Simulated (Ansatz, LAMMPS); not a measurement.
# Static equation of state of 69In2O3-31Ga2O3 (mol %) with crystalline order left by the classical run (80 atoms)

Density of this cell: 6.31 g/cm³. The cell holds 80 atoms: 22 In, 10 Ga and 48 O. Its edges and angles: a = 10.214 Å, b = 9.755 Å, c = 10.546 Å, α = 90.0°, β = 89.8°, γ = 90.2°. The starting structure: 80 atoms (22 Sc, 10 Fe, 48 O) placed at random at 3.87 g/cm³, melted at 5000 K for 10 ps at fixed volume with the Morse and Coulomb pair potential with partial charges (Pedone, Malavasi, Menziani, Cormack and Segre, J. Phys. Chem. B 110, 11780 (2006)). Quenched from 5000 K to 300 K at 20 K/ps and fixed volume, held 10 ps at zero pressure, then minimised at fixed cell. Then Sc was replaced by In, Fe was replaced by Ga and the cell scaled by 1.027 (the potential has no terms for the new elements, so the cell is a start for a DFT relaxation).

Calculated with Ansatz 0.2.0: Kohn-Sham DFT, PBE, PAW (set soft_2), plane waves; cutoff 420 eV, Γ point, gaussian smearing of 0.025 eV. Cell and atoms were relaxed first, to V0 = 13.134 Å³ an atom at a residual P0 = 0.004 GPa. The cell was then scaled evenly, and the atoms were relaxed at each volume.

```
volume (Å³/atom)  pressure (GPa)
          11.821           14.97
          12.346               ?
          12.740           3.665
          13.528          -3.131
          13.922          -5.650
```

**Question.** Fit the third-order Birch–Murnaghan equation to the rows given and interpolate to the withheld row.

**Working.**

Take the Eulerian strain f = ½[(V0/V)^(2/3) − 1] and the normalised pressure F = (P − P0) / [3f(1 + 2f)^(5/2)]. The third-order Birch–Murnaghan equation is then the line F = B0 + (3/2)B0(B′ − 4) f, so u = f and v = F.

```
      u = f  v = F (GPa)
  0.0363830      115.025
  0.0102569      113.097
-0.00975634      112.511
 -0.0190506      109.014
```

With n = 4: mean u = 0.00445823, mean v = 112.412, Σ(u − ū)² = 0.0018075, Σ(u − ū)(v − v̄) = 0.16588. Slope b = 0.16588 / 0.0018075 = 91.771; intercept a = v̄ − b ū = 112.00.

So B0 = a = 112 GPa and B′ = 4 + 2b/(3a) = 4.55. At the withheld volume f = 0.02106, F = a + b f = 113.9 GPa, and P = P0 + 3f(1 + 2f)^(5/2) F.

Prediction at 12.346: 7.983 GPa. The run gave 8.212 GPa, so the fit is low by 0.23 GPa (2.8 % of the value).

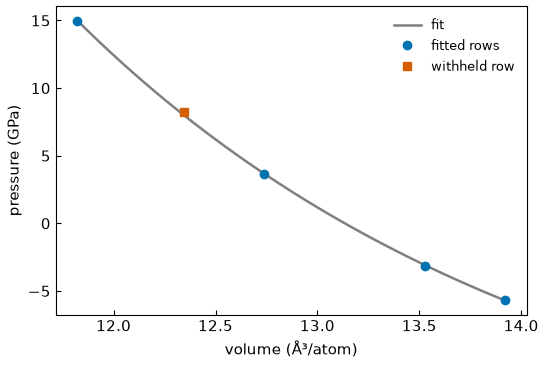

The fit, the rows that it rests on and the withheld row.

Among the rows given, the largest miss of the fit is at 13.922, by 0.064 GPa (0.31 % of the range of the table).

Limits: Static cells at zero temperature; the cell shape is held. The program notes that the SCF threshold of these relaxations is loose for the stress. The quench rate of 20 K/ps is many orders above laboratory rates, so the cell is likely richer in defects and strain than a real sample. The network of bonds at the start is that of the classical potential that made the cell, and needn't be the one that DFT or experiment would give. Only the Γ point is sampled, in a cell whose shortest periodic width is 10 Å.

[Logs are printed without paths, hosts, clocks, repeated set-up lines and the standing remarks that a program may print on its own settings, such as how far it seeks lower states.]

[Hosts, paths, dates, database ids (printed as entryN), source tags and the programs' standing remarks are cut or masked in the printed files.]
